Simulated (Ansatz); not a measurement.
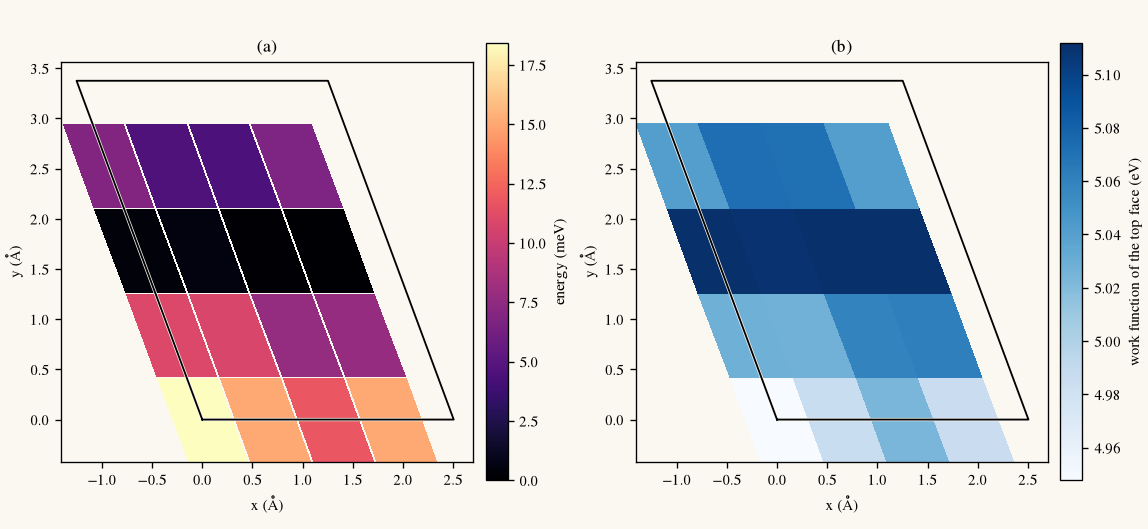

N₂ on a BN(101) slab cut from the R3m phase, its upper half relaxed before the scan (12 atoms of substrate and one adsorbate in a 2 × 1 cell). N2 is moved over the surface cell at a fixed height above a rigid substrate; the origin of the map has the adsorbate above B11; the height is held at 3.40 Å. Places are given modulo a cell vector. The map is drawn in real space over the plane of the surface. Grid: 4 × 4 points. Places are given in fractions of the 1 × 1 surface cell. Energies are in meV, from the lowest grid point. At a fixed height the lowest place need not be the adsorption site. Level of theory: Ansatz 0.2.0, DFT PBE+D3(BJ), scalar-relativistic, plane waves, PAW. Settings: cutoff 420 eV, k-mesh 6×8×1, gaussian smearing 0.05 eV, no spin polarisation.

Panel (a) is the energy; panel (b) is the computed work function of the top face, in eV.

In the figure: one coloured cell a grid point, the outline of one cell of the plane.

> How does the work function of the top face vary over the map, and what is it at the lowest grid point?

It runs from 4.95 eV at the top site over a surface B atom, (0/4, 0/4) of the cell vectors to 5.11 eV at the trough between two rows of top atoms, (0/4, 2/4) of the cell vectors. At the lowest grid point, (3/4, 2/4) of the cell vectors, it is 5.11 eV.

PAW datasets: the set soft_1.
